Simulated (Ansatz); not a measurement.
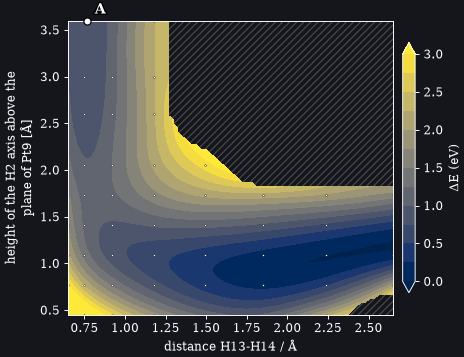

H₂ on a Pt(111) slab cut from the Fm-3m phase, its upper half relaxed before the scan (12 atoms of substrate and one adsorbate in a 2 × 2 cell). H2 lies flat over one site of a rigid substrate while its bond length and height are varied; it sits over a bridge site, heights counted from the top plane, its axis along a direction equivalent to the long diagonal of the hexagonal surface cell. First axis: distance H13-H14. Second axis: height of the H2 axis above the plane of Pt9. The scan uses an 8 × 9 grid. At 16 points there is no value (left out: too close to the surface, or the stretched molecule far from it). Points are written as (first, second). Energies are in eV, from the lowest grid point. These are results of DFT PBE, scalar-relativistic, plane waves, PAW (Ansatz), not measurements. Settings: cutoff 420 eV, k-mesh 6×6×1, gaussian smearing 0.1 eV, no spin polarisation.

The picture shows filled contours, dots at the grid points, one colour for all values above the top of the scale, hatched blanks where no value was computed, the point A. Between grid points the surface is interpolated.

> Find the lowest path from A to the other arm of the map, and its barrier.

The easiest path runs from the intact molecule far from the surface, (0.750 Å, 3.60 Å), to the stretched end of the scan, about (2.65 Å, 1.20 Å). Its highest point, at about (0.81 Å, 1.80 Å), lies about 0.36 eV above the start and 1.1 eV above the end on the interpolated surface. An end on the edge of the scan is no minimum, so the barrier from there is a lower bound.

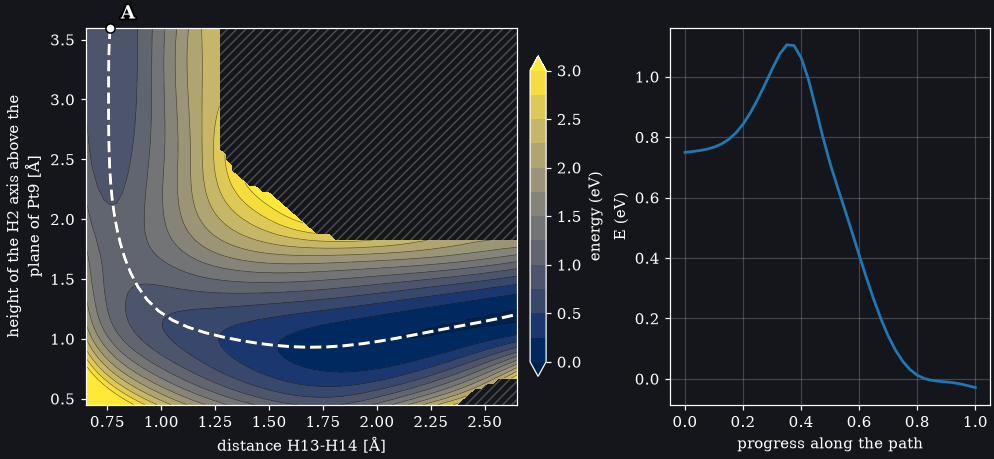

The picture shows filled contours, a line along the lowest path, one colour for all values above the top of the scale, hatched blanks where no value was computed, the energy along the path at the right. Between grid points the surface is interpolated.
